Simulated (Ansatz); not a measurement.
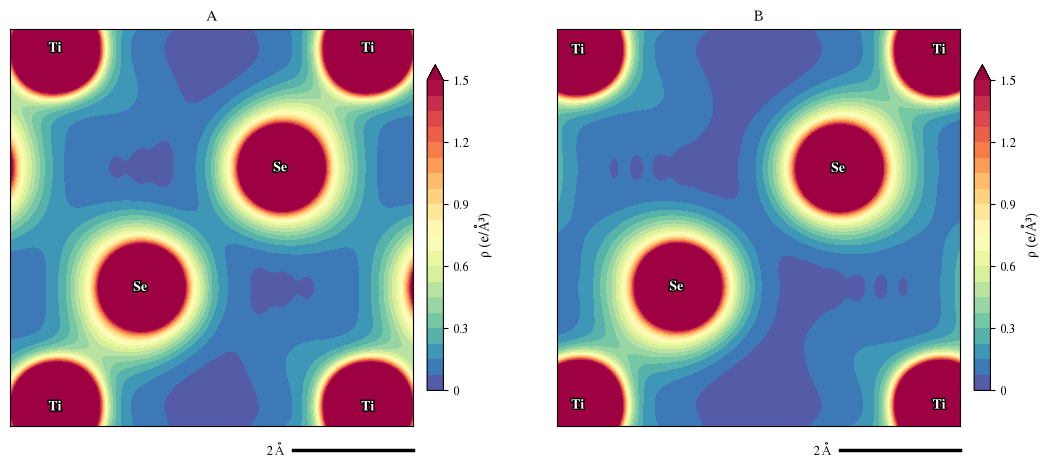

TiSe₂. The valence charge density (pseudo) of two cells that differ in size and shape, on the (110) plane of each (indices in the axes of the calculation cell), at one length scale and on one colour scale; one has 17.8 and the other 20.1 Å³ an atom.

The calculation used Ansatz 0.2.0, DFT LDA+D3(BJ), scalar-relativistic, plane waves, PAW.

Core electrons are frozen (PAW), and the valence fields are smoothed inside the atomic spheres.

### Which is the denser cell? Describe the effect of the change.

Panel A is the smaller cell, by 12 % in volume. From the larger cell to the smaller, Ti–Se goes from 2.57 to 2.45 Å, and the density at its midpoint from 0.4 to 0.49 e/Å³; the pressure goes from −9 to 6 GPa.
